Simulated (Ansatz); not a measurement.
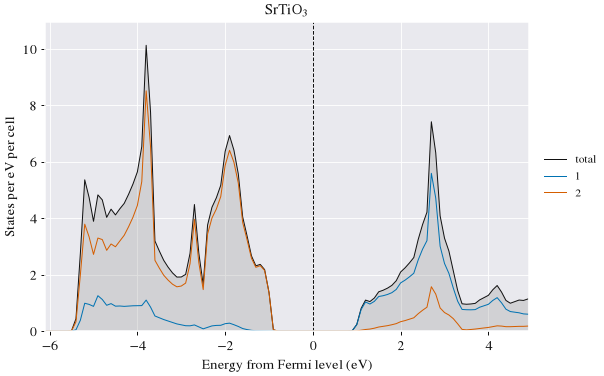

Density of states. Energies are counted from the Fermi level. The partial curves are projected on Löwdin-orthogonalised atomic shells.

Calculation on SrTiO₃, space group Pm-3m, 5 atoms in the cell; a = 3.94 Å, b = 3.94 Å, c = 3.94 Å, α = 90.00°, β = 90.00°, γ = 90.00°.

Computed with Ansatz 0.2.0: DFT PBE, scalar-relativistic, plane waves, PAW, no spin polarisation, 8×8×8 k mesh, 420 eV cutoff.

Q: Assign each number in the legend. The candidates: O 2p, Ti 3d.

A: 1 is Ti 3d; 2 is O 2p.

Q: Is there a gap at the Fermi level, and how wide?

A: There is a gap; over the k points computed it is 1.84 eV.
